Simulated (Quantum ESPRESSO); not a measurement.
# Energy and gap at +3 % biaxial strain: 2H-WSe2, 1 layer

How the rows were computed: Quantum ESPRESSO 7.5 driven by ASE, PBE, GBRV ultrasoft, ESM (bc1); atomic heights clamped; cell area 9.545 Å² at zero strain.

| strain (%) | energy (meV a cell) | gap on the mesh (eV) |
| --- | --- | --- |
| −3 | 110.77 | 1.652 |
| −1.5 | 27.35 | 1.668 |
| 0 | 0.00 | 1.550 |
| +1.5 | 22.46 | 1.408 |

One more run was made and is withheld. What are energy and gap at +3 %, and how stiff is the sheet?

**Fit.** About zero, E'' = (27.35 + 22.46 − 2 × 0.00)/1.5² = 22.14 meV per %² and E' = (22.46 − 27.35)/3 = −1.63 meV per %. With E = A K ε², where K = (C11 + C22)/2 + C12 (C11 + C12 for a hexagonal sheet), K = 22.14 × 10/(2 × 9.545) × 16.02 = 186 N/m. The parabola gives E(+3 %) = 0.00 + 3 × (−1.63) + 4.5 × 22.14 = 94.7 meV. Continuing the last slope, the gap is 2 × 1.408 − 1.550 = 1.266 eV.

What the calculation gave: E = 89.3 meV and the gap 1.282 eV. The parabola misses by +5.4 meV, too high, since bonds soften under tension. The gap's line misses by −0.016 eV.

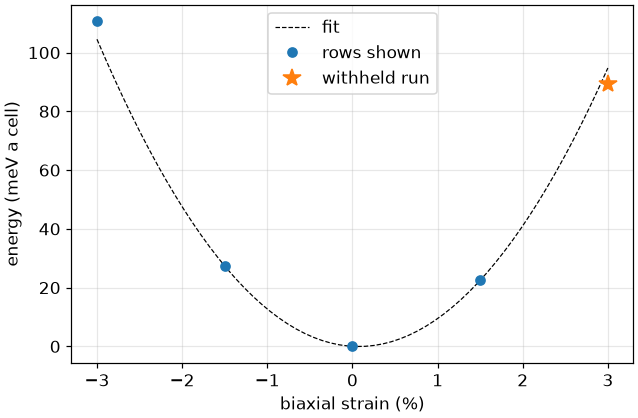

The rows shown, the fit and the withheld run.

**Limits.** Clamped heights stiffen sheets with several planes. Semilocal gap, no spin-orbit coupling.
